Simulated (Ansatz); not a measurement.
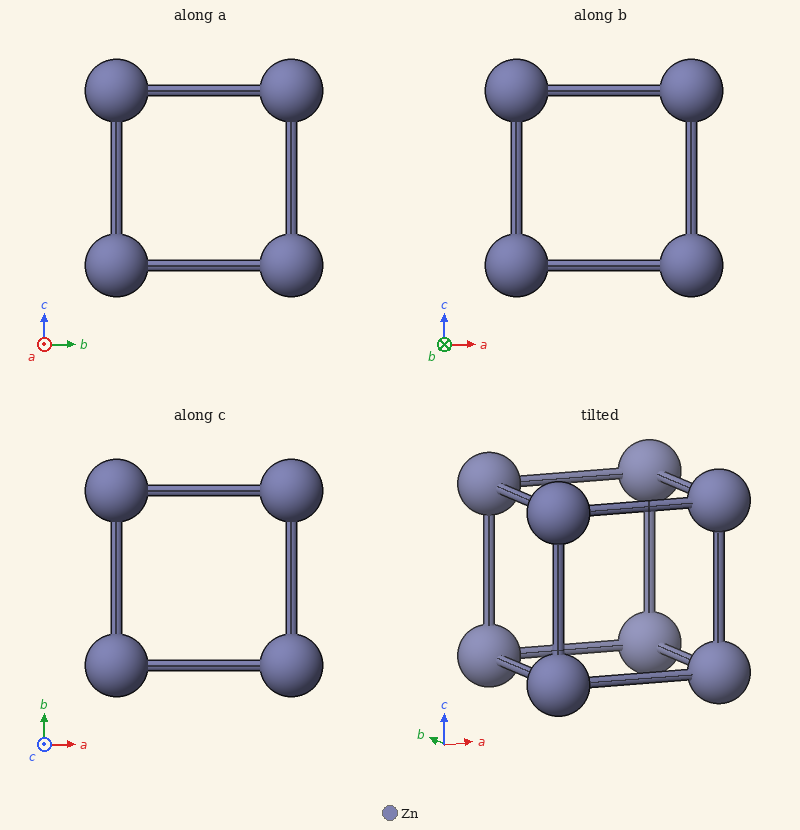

Drawn in the ball-and-stick manner and seen along the a axis, along the b axis, along the c axis and slightly off an axis. One conventional unit cell is outlined, and atoms on its boundary appear in each equivalent place.

Lattice parameters: a = 2.488 Å, b = 2.488 Å, c = 2.488 Å, α = 90.00°, β = 90.00°, γ = 90.00°. Put a along x and b in the xy plane.

> Record the structure as a POSCAR file.

```
Zn
1.0
     2.488    0.000    0.000
     0.000    2.488    0.000
     0.000    0.000    2.488
Zn
1
Direct
  0.0000 0.0000 0.0000
```

Origin of the cell: a structure type filled with this element by a generator (whether the element takes this form wasn't checked). Earlier steps of the study may have refined or changed the cell and positions. Ansatz was used for an electronic-structure calculation on it.
